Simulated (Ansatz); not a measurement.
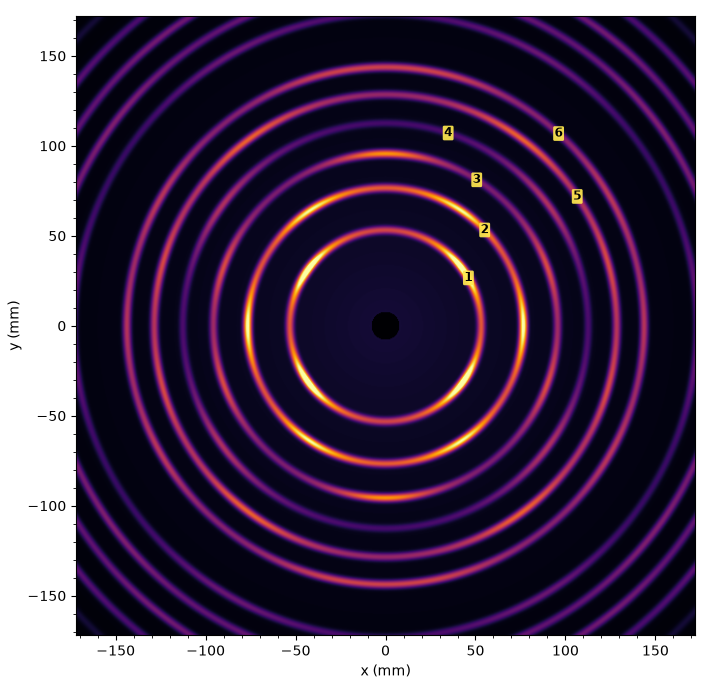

Simulated X-ray powder rings on a flat area detector normal to the beam: λ = 0.5594 Å, sample-to-detector distance 240 mm, axes in mm from the beam centre, for a sample with fibre texture (March–Dollase model, fibre axis vertical in the picture). Kinematic intensities with B = 0.3 Å² for all atoms, without absorption; brightness goes as intensity to the power 0.5, clipped at the top. Reflections closer than the ring width show as one ring.

The sample is Pt, space group Pm-3m, a = 2.570 Å, b = 2.570 Å, c = 2.570 Å, α = 90.00°, β = 90.00°, γ = 90.00°. Basis of the simulation: the input geometry of an electronic-structure calculation (not necessarily at equilibrium); the starting structure was generated, so it need not be a known form of this composition.

Measure the numbered rings and index them.

Answer.
```
ring    radius  2θ (°)  d (Å)  hkl
   1   53.2 mm   12.49   2.57  100
   2   76.6 mm   17.71  1.817  110
   3   95.6 mm   21.73  1.484  111
   4  112.6 mm   25.14  1.285  200
   5  128.5 mm   28.17  1.149  210
   6  143.7 mm   30.92  1.049  211
```

Which lattice planes lie preferentially normal to the fibre axis?

Answer. The (1 1 1) planes: ring 3 is concentrated at the top and bottom of the pattern (March parameter 0.35).
